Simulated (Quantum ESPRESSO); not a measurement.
# ZnSe (Stilleite): the LO frequency by hand

How high does the longitudinal optical mode of ZnSe (Stilleite) lie, given the transverse one, the Born charge and ε∞?

Main program and level: Quantum ESPRESSO 8.0 development, patched; DFT LDA, scalar-relativistic, plane waves, PseudoDojo norm-conserving pseudopotentials.

**1. The relaxed structure**

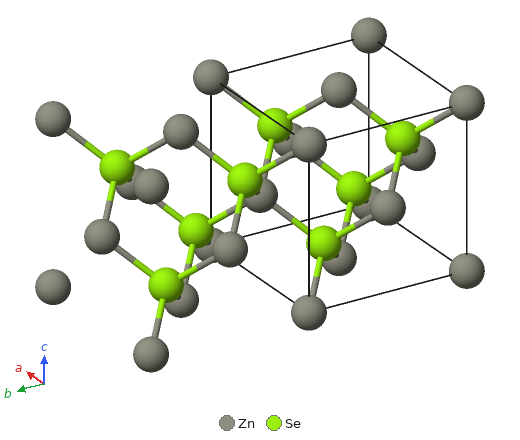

The starting structure, seen from a free direction (zinc grey, selenium green). 1×2×1 cells are drawn. This picture shows the conventional cell, with its axes. Bonds to atoms that aren't drawn are left out. Some periodic images of atoms are drawn too.

This is the cell after its relaxation at this level of theory, not the database cell from which that began.

**2. What the response run gave**

A linear-response run on the relaxed cell, with the response to an electric field; only its zone-centre results are used. Cutoff 86 Ry, k mesh 8×8×8.

What it wrote:

```text
[banners, grids, parts of the stress and lines that vanish by symmetry left out]
Program PHONON v.8.0dev
     Dynamical matrices for q-points given in input
     (   1q-points):
[...]
Exchange-correlation= PW
                           (   1   4   0   0   0   0   0)
[...]
kinetic-energy cut-off    =      86.0000  Ry
     charge density cut-off    =     344.0000  Ry
     convergence threshold     =      1.0E-18
[...]
Exchange-correlation= PW
                           (   1   4   0   0   0   0   0)
[...]
q = (   0.0000000   0.0000000   0.0000000 )
     25 Sym.Ops. (with q -> -q+G )
     G cutoff =  482.0482  (  31283 G-vectors)     FFT grid: ( 45, 45, 45)
     number of k points=    29
[...]
Mode symmetry, T_d (-43m)  point group:
[...]
Dielectric constant
[...]
End of electric fields calculation
          Dielectric constant in cartesian axis
          (       8.235832797       0.000000000       0.000000000 )
          (       0.000000000       8.235832797      -0.000000000 )
          (       0.000000000      -0.000000000       8.235832797 )
          Effective charges (d Force / dE) in cartesian axis without acoustic sum rule applied (asr)
           atom    1  Zn    Mean Z*:        1.97734
      Ex  (        1.97734        0.00000        0.00000 )
      Ey  (        0.00000        1.97734       -0.00000 )
      Ez  (        0.00000       -0.00000        1.97734 )
           atom    2  Se    Mean Z*:       -2.02591
      Ex  (       -2.02591        0.00000       -0.00000 )
      Ey  (        0.00000       -2.02591        0.00000 )
      Ez  (       -0.00000        0.00000       -2.02591 )
          Effective charges Sum: Mean:       -0.04857
[...]
Effective charges (d Force / dE) in cartesian axis with asr applied:
           atom    1  Zn    Mean Z*:        2.00163
[...]
atom    2  Se    Mean Z*:       -2.00163
[...]
Dielectric constant from finite-differences
          (       8.234990700       0.000000000       0.000000000 )
          (       0.000000000       8.234990700       0.000000000 )
          (       0.000000000       0.000000000       8.234990700 )
[...]
(      -0.000000000      -0.000000000      -0.000000000 )
          (      -0.000000000      -0.000000000     -60.055666633 )
          (      -0.000000000     -60.055666633       0.000000000 )
          (      -0.000000000      -0.000000000     -60.055666633 )
          (       0.000000000       0.000000000      -0.000000000 )
          (     -60.055666633      -0.000000000       0.000000000 )
          (      -0.000000000     -60.055666633       0.000000000 )
          (     -60.055666633      -0.000000000       0.000000000 )
[...]
(      -0.000000000      -0.000000000      -0.000000000 )
          (      -0.411658825      -0.000000000       0.000000000 )
          (       0.000000000      -0.411658825       0.000000000 )
          (      -0.411658825       0.000000000       0.000000000 )
          (       0.000000000       0.000000000      -0.000000000 )
[...]
Representation #   1 modes #   1   2   3
[...]
End of self-consistent calculation
     Convergence has been achieved
     Representation #   2 modes #   4   5   6
[...]
End of self-consistent calculation
     Convergence has been achieved
[...]
Dielectric constant in cartesian axis
          (       8.235832797       0.000000000       0.000000000 )
          (       0.000000000       8.235832797      -0.000000000 )
          (       0.000000000      -0.000000000       8.235832797 )
          Effective charges (d Force / dE) in cartesian axis without acoustic sum rule applied (asr)
           atom    1  Zn    Mean Z*:        1.97734
      Ex  (        1.97734        0.00000        0.00000 )
      Ey  (        0.00000        1.97734       -0.00000 )
      Ez  (        0.00000       -0.00000        1.97734 )
           atom    2  Se    Mean Z*:       -2.02591
      Ex  (       -2.02591        0.00000       -0.00000 )
      Ey  (        0.00000       -2.02591        0.00000 )
      Ez  (       -0.00000        0.00000       -2.02591 )
          Effective charges Sum: Mean:       -0.04857
[...]
Effective charges (d Force / dE) in cartesian axis with asr applied:
           atom    1  Zn    Mean Z*:        2.00163
[...]
atom    2  Se    Mean Z*:       -2.00163
[...]
q = (    0.000000000   0.000000000   0.000000000 )
[...]
freq (    1) =      -0.017005 [THz] =      -0.567233 [cm-1]
     freq (    2) =      -0.017005 [THz] =      -0.567233 [cm-1]
     freq (    3) =      -0.017005 [THz] =      -0.567233 [cm-1]
     freq (    4) =       6.556854 [THz] =     218.713092 [cm-1]
     freq (    5) =       6.556854 [THz] =     218.713092 [cm-1]
     freq (    6) =       6.556854 [THz] =     218.713092 [cm-1]
[...]
Mode symmetry, T_d (-43m)  point group:
     freq (   1-   3) =         -0.6  [cm-1]   --> T_2  G_15 P_4   I+R
     freq (   4-   6) =        218.7  [cm-1]   --> T_2  G_15 P_4   I+R

   JOB DONE.
```

```
                       quantity   value
             cell volume Ω (Å³)  43.115
                 mass of Zn (u)  65.380
                 mass of Se (u)  78.971
     Born charge of Zn, raw (e)   1.977
     Born charge of Se, raw (e)  -2.026
                             ε∞   8.236
ω(TO) after the sum rule (cm⁻¹)   218.7
```

**3. The calculation**

The charges must sum to zero over the cell; taking off their mean, -0.024 e, leaves Z* = 2.002 e on Zn. In the polar mode Zn moves against Se, so the reduced mass is μ = 65.38 × 78.97 / 144.35 = 35.768 u.

A longitudinal wave builds up a field that adds to the restoring force: ω(LO)² = ω(TO)² + 4π Z*² / (μ Ω ε∞), in Hartree atomic units. With μ = 65201 electron masses and Ω = 290.95 bohr³ the second term is 3.2224e-07 Ha², or 15522 cm⁻² (1 Ha = 219474.6 cm⁻¹).

So ω(LO) = √(47834 + 15522) = 251.7 cm⁻¹, and by the Lyddane-Sachs-Teller relation ε₀ = ε∞ (ω(LO)/ω(TO))² = 10.91.

**4. Check against the program**

The analysis program adds the same non-analytic term to the full matrix, here for q along (1 0 0).

What it wrote:

```text
[banner, memory and clock lines left out]
Program DYNMAT v.8.0dev

     Reading Dynamical Matrix from file g.dyn
     ...Force constants read
     ...epsilon and Z* read
     ...Raman cross sections read

     Polarizability (A^3 units)
     multiply by 0.293088 for Clausius-Mossotti correction (not under assume_isolated = 'mt')
        24.825885    0.000000    0.000000
         0.000000   24.825885   -0.000000
         0.000000   -0.000000   24.825885

     IR activities are in (D/A)^2/amu units
     Raman activities are in A^4/amu units
     multiply Raman by 0.007379 for Clausius-Mossotti correction (not under assume_isolated = 'mt')

# mode   [cm-1]    [THz]      IR          Raman   depol.fact
    1     -0.00   -0.0000    0.0000         0.0009    0.7500
    2      0.00    0.0000    0.0000         0.0009    0.7500
    3      0.00    0.0000    0.0000         0.0009    0.7500
    4    218.71    6.5568    2.5843         4.0472    0.7500
    5    218.71    6.5568    2.5843         4.0472    0.7500
    6    251.71    7.5461    2.5843         4.0472    0.7500
```

ε₀ comes from the program's run without a direction of q.

```
    quantity  by hand  program
ω(LO) (cm⁻¹)    251.7    251.7
          ε₀    10.91    10.91
```

**5. Results**

| Property | Result |
| --- | --- |
| TO mode | 218.7 cm⁻¹ |
| LO mode | 251.7 cm⁻¹ |
| static dielectric constant | 10.91 |

What this shows: The LO mode of ZnSe (Stilleite) lies at 252 cm⁻¹, 33 cm⁻¹ above the TO mode; the formula meets the program within 0.1 cm⁻¹, as it must for a cubic crystal with one polar mode. ω(LO)² − ω(TO)² goes with Z*²/ε∞: an error of 5 % in ε∞ would move the LO mode by 1.5 cm⁻¹, and semilocal functionals tend to overestimate ε∞. The raw charges miss their sum by 0.049 e, a sign that the k mesh is short for the field response, so ε∞ may be some per cent too high. These are harmonic values at zero temperature, at the volume of this functional, for the structure held cubic; stability elsewhere in the zone is no part of this calculation.

[Host names and launcher messages were left out of these logs when they were recorded.]

[Logs are printed without paths, hosts, clocks, repeated set-up lines and the standing remarks that a program may print on its own settings, such as how far it seeks lower states.]

[Hosts, paths, dates, database ids (printed as entryN), source tags and the programs' standing remarks are cut or masked in the printed files.]
